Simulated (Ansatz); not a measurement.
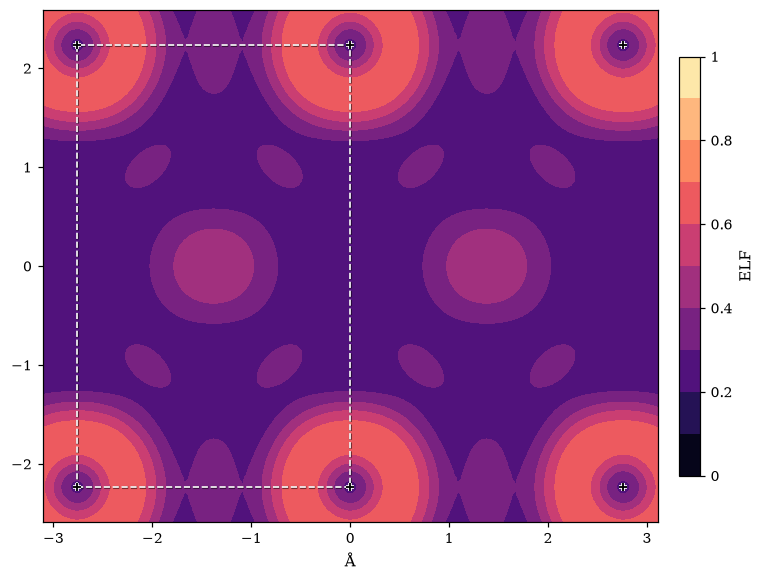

The electron localisation function on a plane through atoms (crosses mark nuclei in the plane).

All numbers below come from DFT, BLYP, plane waves (420 eV) with PAW, scalar-relativistic in Ansatz.

Candidates:
A. Ir, a = 2.76 Å, b = 2.76 Å, c = 4.47 Å, α = 90.00°, β = 90.00°, γ = 120.00°. Space group P6₃/mmc; set up as Ir, hcp; a generated structure, not necessarily the stable one; changed on purpose from its base cell (volume × 0.96); computed pressure about 13 GPa in this cell; computed without spin polarisation.
B. C, a = 1.83 Å, b = 1.83 Å, c = 19.30 Å, α = 90.00°, β = 90.00°, γ = 120.00°. Space group P6₃/mmc; set up as C, dhcp; a generated structure, not necessarily the stable one; changed on purpose from its base cell (volume × 1.04).

**Which system is this?**

Candidate A: Ir on the (010) plane of the conventional cell, which holds Ir. Ir–Ir (2.76 Å): the ELF is about 0.35 at the midpoint.
